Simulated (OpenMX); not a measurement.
# Mg: 7 runs along one coordinate

System: Mg (P6₃/mmc, 4 atoms in the cell).
Method: Kohn-Sham DFT of a periodic cell, LDA, OpenMX 2013 LDA set, no spin polarisation (OpenMX 3.8.5).

The 7 runs differ only in the geometry, by an even scaling of the cell at fixed fractional positions. The structure derives from a Materials Project entry.

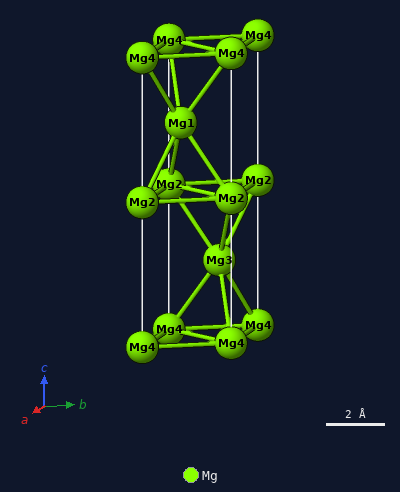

Figure 1. The structure of run 4 (ball-and-stick view of the cell of the calculation, seen slightly off an axis; atoms are numbered from 1 in the order of the input). An atom can appear more than once, as a periodic image.

## Input of run 4
```
System.CurrrentDirectory             ./
System.Name                          Mg
DATA.PATH                            ./DFT_DATA13
level.of.stdout                      1
level.of.fileout                     1
Species.Number                       1
<Definition.of.Atomic.Species
  Mg  Mg7.0-s3p2d1           Mg_CA13
Definition.of.Atomic.Species>

Atoms.Number                         4
Atoms.SpeciesAndCoordinates.Unit     FRAC
<Atoms.SpeciesAndCoordinates
    1  Mg    0.6666666667    0.3333333333    0.7500000000   4.000  4.000
    2  Mg    0.0000000000    0.0000000000    0.5000000000   4.000  4.000
    3  Mg    0.3333333333    0.6666666667    0.2500000000   4.000  4.000
    4  Mg    0.0000000000    0.0000000000    0.0000000000   4.000  4.000
Atoms.SpeciesAndCoordinates>

Atoms.UnitVectors.Unit               Ang
<Atoms.UnitVectors
     3.1768261656    0.0000000000    0.0000000000
    -1.5884130828    2.7512121628    0.0000000000
     0.0000000000    0.0000000000   10.3188620100
Atoms.UnitVectors>

scf.XcType                           LDA
scf.SpinPolarization                 off
scf.ElectronicTemperature            580.226
scf.energycutoff                     500.0
scf.maxIter                          100
scf.EigenvalueSolver                 band
scf.Kgrid                            11 11 3
scf.Mixing.Type                      rmm-diisk
scf.Init.Mixing.Weight               0.05
scf.Min.Mixing.Weight                0.001
scf.Max.Mixing.Weight                0.3
scf.Mixing.History                   25
scf.Mixing.StartPulay                8
scf.criterion                        1.0e-8
scf.stress.tensor                    on
MD.Type                              nomd
Band.dispersion                      on
Band.Nkpath                          9
<Band.kpath
   13   0.000000  0.000000  0.000000    0.500000  0.000000  0.000000  G M
    7   0.500000  0.000000  0.000000    0.333333  0.333333  0.000000  M K
   15   0.333333  0.333333  0.000000    0.000000  0.000000  0.000000  K G
    4   0.000000  0.000000  0.000000    0.000000  0.000000  0.500000  G A
   13   0.000000  0.000000  0.500000    0.500000  0.000000  0.500000  A L
    7   0.500000  0.000000  0.500000    0.333333  0.333333  0.500000  L H
   15   0.333333  0.333333  0.500000    0.000000  0.000000  0.500000  H A
    4   0.500000  0.000000  0.500000    0.500000  0.000000  0.000000  L M
    4   0.333333  0.333333  0.000000    0.333333  0.333333  0.500000  K H
Band.kpath>
```

Command:
```bash
openmx Mg.dat -nt 1 > Mg.std
```

Run 3 has the same physical settings and fractional positions; its lattice vectors (Å) are:
```
   3.155505    0.000000    0.000000
  -1.577752    2.732747    0.000000
   0.000000    0.000000   10.249606
```

## Results, with one run withheld

| run | volume per atom (Å³) | free energy per atom, from the lowest run given (meV) |
| --- | --- | --- |
| 1 | 21.194 | 2.52 |
| 2 | 21.645 | 0.00 |
| 3 | 22.096 | ? |
| 4 | 22.547 | 3.38 |
| 5 | 22.998 | 8.78 |
| 6 | 23.449 | 16.22 |
| 7 | 23.900 | 25.65 |

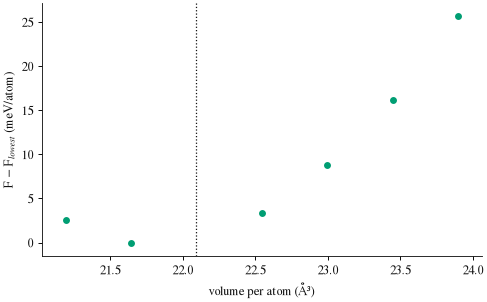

Figure 2. Free energy per atom of the runs given; the dotted line marks run 3.

Estimate the energy of run 3 from the others.

A cubic polynomial in V^(−2/3) (the Birch–Murnaghan form), fitted to the 6 runs given, misses them by at most 0.03 meV per atom. With x = V^(−2/3) − 0.12514 Å⁻², it reads F = 3.7994 − 2668.9 x + 4.471e+05 x² + 1.226e+05 x³ (meV per atom). At run 3 it gives 0.39 meV per atom, and the run itself gives 0.36. The fit has its minimum at 21.806 Å³ per atom, where V d²F/dV² gives 48.1 GPa. Cell shape and fractional positions are held, so this is the stiffness under even scaling; the relaxed bulk modulus wasn't computed.

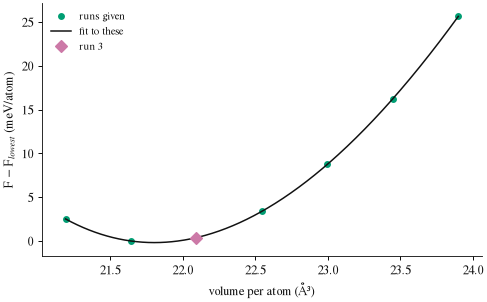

Figure 3. The fit and the withheld run.

## Some lines of the output (run 3)
```
[...]
  Cell_Volume =    596.447086829925 (Bohr^3)
        Total energy (Hartree) at MD = 1
   kloop=0
   kloop=1
   kloop=181
```

Notes: With a small basis of atomic orbitals these values can differ much from converged plane-wave results.
